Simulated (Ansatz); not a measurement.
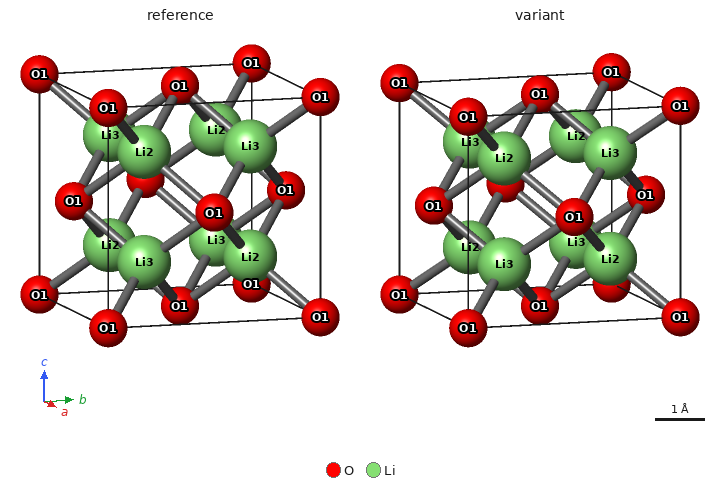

Left: solid Li2O (built on the antifluorite type) at its r2SCAN-relaxed geometry. Right: the same structure after one change, at the same scale. Style: ball-and-stick. Shown: the conventional cell (4 times the calculation's cell), slightly off an axis. Lengths and directions refer to the drawn axes.

All numbers below come from DFT, r2SCAN, plane waves, PAW (Ansatz 0.2.0). Settings: plane-wave cutoff 500 eV; k-point mesh 10 × 10 × 10; occupations fixed; no spin polarisation.

Q: Which change leads from the left to the right?

A: The cell is strained by −4.0 % along c and none across it (volume −4.0 %). The atoms were relaxed with r2SCAN under that strain, and this is a single point on that geometry.

Q: And its effect?

A: Among the bonded contacts that change: Li–O 1.980 → 1.954 Å. The space group (tolerance 0.01 Å) goes from Fm-3m (No. 225) to I4/mmm (No. 139). It costs 9.0 meV per atom. Pressure: 0.0 GPa before, 3.8 GPa after. The principal stresses (compression positive) are 9.2 GPa along c and 1.1 GPa across it. All forces vanish by symmetry.
